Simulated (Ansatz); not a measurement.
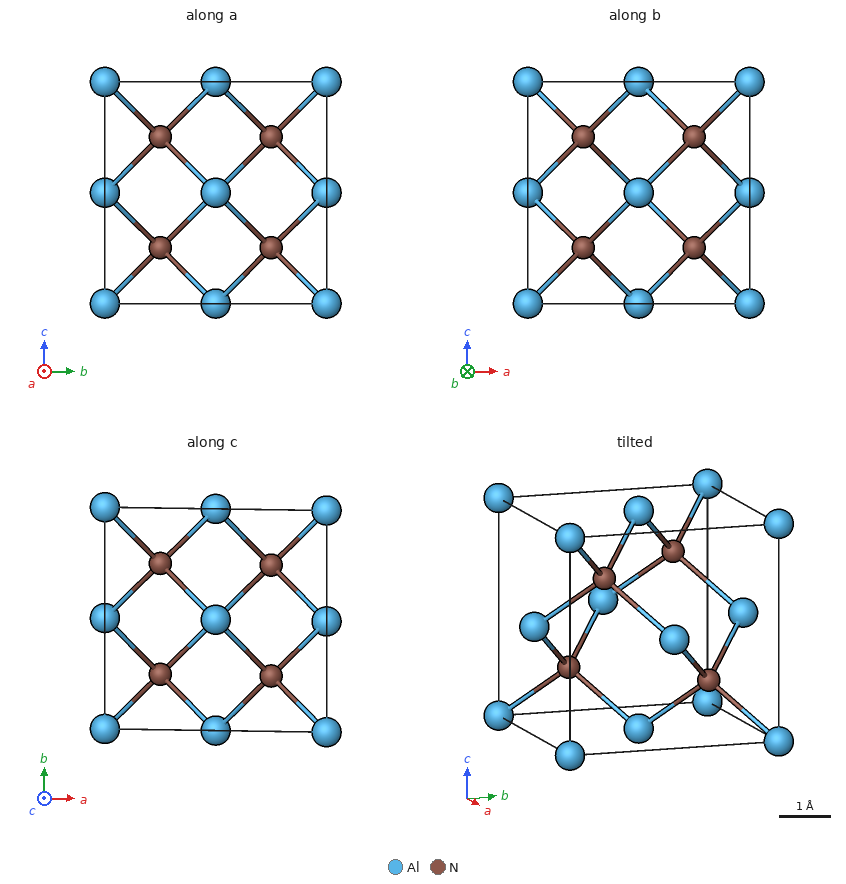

A ball-and-stick rendering, viewed along the a axis, along the b axis, along the c axis and slightly off an axis. The drawn cell (a repeat of the simulation cell) is outlined; an atom on or near a face, edge or corner is repeated at each equivalent position.

Lattice parameters: a = 4.370 Å, b = 4.370 Å, c = 4.370 Å, α = 90.00°, β = 90.00°, γ = 90.86°. Put a along x and b in the xy plane.

**Express the structure as a POSCAR file, with free fractional coordinates to two decimals.**

```
Al N
1.0
     4.370    0.000    0.000
    -0.066    4.369    0.000
     0.000    0.000    4.370
Al N
4 4
Direct
  0.00 0.00 0.00
  0.50 0.50 0.00
  0.50 0.00 0.50
  0.00 0.50 0.50
  0.25 0.25 0.25
  0.75 0.75 0.25
  0.75 0.25 0.75
  0.25 0.75 0.75
```

Source of the structure: a structure type filled with these elements by a generator (whether the compound takes this form wasn't checked). The cell was then strained or its atoms displaced on purpose. A calculation with Ansatz used it as input.
